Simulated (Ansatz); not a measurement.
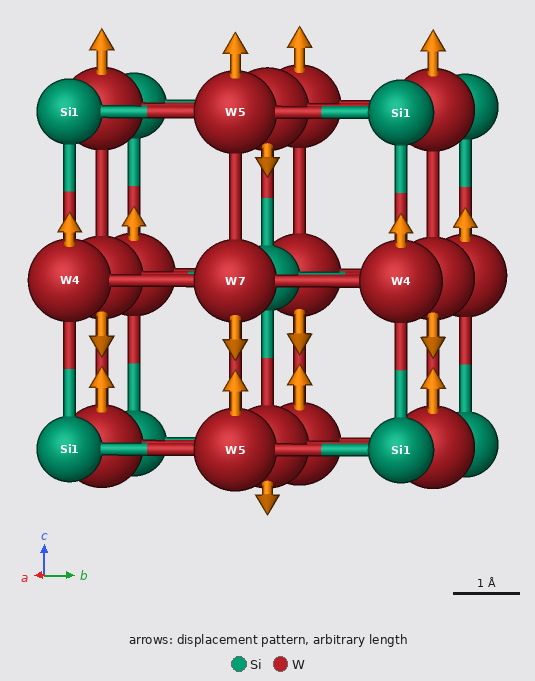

One vibrational mode of a crystal of SiW3 at the zone centre of a doubled cell. The orange arrows are the displacements of the atoms (eigenvector over the root of the mass), of arbitrary overall length and sign. The picture is a ball-and-stick view of the conventional cell, seen from a free direction. Lengths and directions refer to the drawn axes.

The calculation used DFT PBEsol, scalar-relativistic, plane waves, PAW (Ansatz 0.2.0).

Input
```yaml
crystal:
  lattice:
    - [0.0, -5.1543905733, 0.0]
    - [-5.1543905733, 0.0, 0.0]
    - [0.0, 0.0, -5.1543905733]
  atoms:
    - { symbol: Si, position: [0.0, 0.0, 0.0] }
    - { symbol: Si, position: [0.5, 0.5, 0.5] }
    - { symbol: W, position: [0.5, 0.5, 0.0] }
    - { symbol: W, position: [1.0, 1.0, 0.5] }
    - { symbol: W, position: [0.5, 0.0, 0.0] }
    - { symbol: W, position: [0.0, 0.5, 0.5] }
    - { symbol: W, position: [0.5, 0.0, 0.5] }
    - { symbol: W, position: [0.0, 0.5, 0.0] }
basis:
  ecutwfc: 420
kpoints:
  mp_grid: { grid: [10, 10, 10] }
hamiltonian:
  xc: pbesol
scf:
  occupations: { method: gaussian, width: 0.15 }
output:
  eigenvalues: true
phonons:
  method: fd
  supercell: [1, 1, 1]
  amplitude: 0.02
  eigenvectors: true
  dielectric: false
```

Run as
```bash
ansatz run input.yaml --threads 2 --pin off --max-ram 5120MiB --backend cpu --events-out ev --progress --plain --runs-dir out
```

### What mode is this, and where does it lie in the spectrum?

This is a triply degenerate mode (one member of the set is drawn) at 15.6 meV, level 5 of 7, counted from below (3 lower levels are imaginary, so the structure is unstable) (the three translations aside). The Si atoms hardly move; all motion is along c; atoms of one kind move against one another, with no net shift of their sublattice; it stretches the shortest W–W bonds (2.58 Å). It changes sign from one half of the doubled cell to the other: it belongs to the zone boundary, q = (1/2, 1/2, 1/2) in the reciprocal vectors of the undoubled cell.
